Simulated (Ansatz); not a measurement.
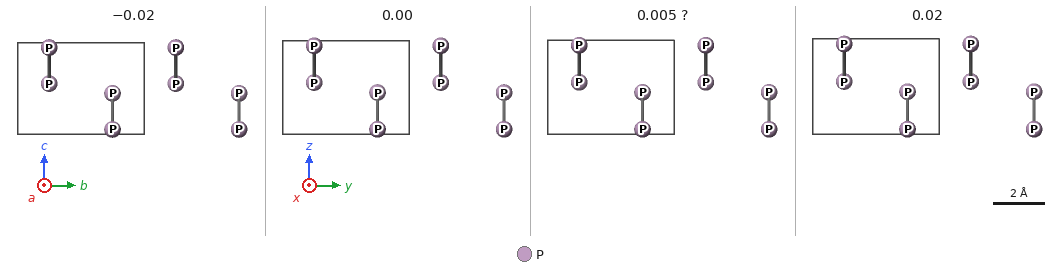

Crystalline P (Imma): the cell is strained along z alone, with the atoms kept at their fractional coordinates. x, y and z are the Cartesian axes of the input. The picture is a ball-and-stick view of the conventional cell (2 times the calculation's cell), repeated 2 × 2 × 1 with one cell outlined, seen along the a axis. Lengths and directions refer to the drawn axes.

All numbers below come from Ansatz, DFT PBEsol+D3(BJ), scalar-relativistic, plane waves, PAW. Settings: plane-wave cutoff 420 eV; k-point mesh 18 × 18 × 18; occupations gaussian; smearing width 0.15 eV; no spin polarisation. Energies (free energies at the smearing named) are counted from the cell as listed in its source, which wasn't relaxed.

| strain | E − E(ref) (meV/atom) |
| --- | --- |
| −0.0200 | −5.3 |
| −0.0150 | −4.7 |
| −0.0100 | −3.6 |
| −0.0050 | −2.0 |
| 0.0000 | 0.0 |
| 0.0050 | ? |
| 0.0100 | 5.2 |
| 0.0150 | 8.4 |
| 0.0175 | 10.1 |
| 0.0200 | 11.9 |

Question: Fill in the missing row.

Answer: A straight line between the two neighbours gives 2.6 meV/atom. A cubic through the four nearest rows (−0.0050, 0.0000, 0.0100, 0.0150) gives, with Lagrange weights, (−0.1667)(−2.0) + (0.6667)(0.0) + (0.6667)(5.2) + (−0.1667)(8.4) = 2.4 meV/atom. The calculation gives 2.4 meV/atom, so the cubic is right to the digits shown and the straight line 0.2 meV/atom too high.

The whole profile:

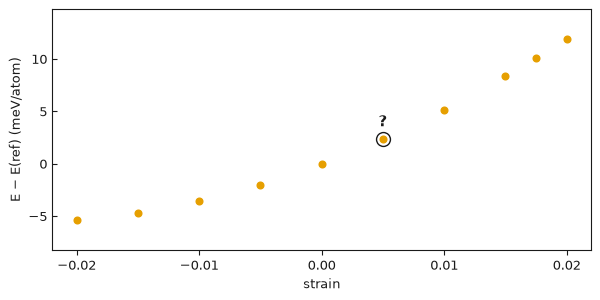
